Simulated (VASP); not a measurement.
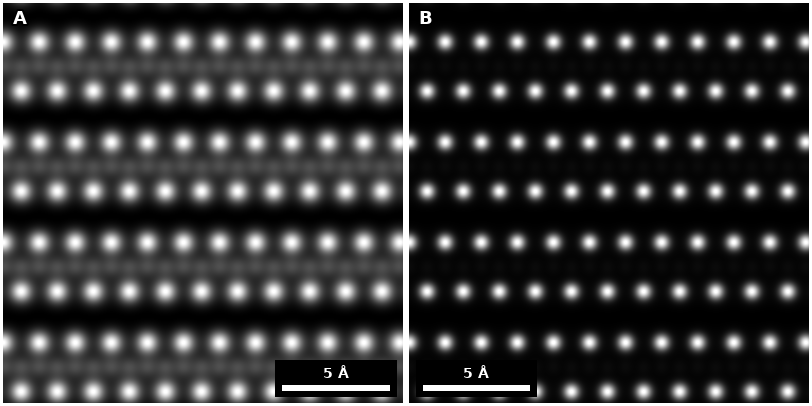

Two simulated images of the same area of SnO (P4/nmm, No. 129) along [210], with a probe of 0.59 Å. One is incoherent Z contrast (Z^1.8 per atom), the other the projected potential of neutral atoms blurred by the probe (iDPC-like, thin sample). Brightness is counted from the darkest point of the image. Structure used: the end point of a relaxation with VASP Kohn-Sham DFT of a periodic cell, PBEsol, VASP PAW PBE potentials, recommended (VASP 6.6.1).

Question: Which panel is which, and how can one tell?

Answer: B is the Z-contrast image and A the potential image. The columns of 1 O per repeat reach about 4 % of the brightest peak (1 Sn) in B but about 31 % in A, mainly since the potential grows much more slowly with atomic number. The O columns show clearly in A alone.
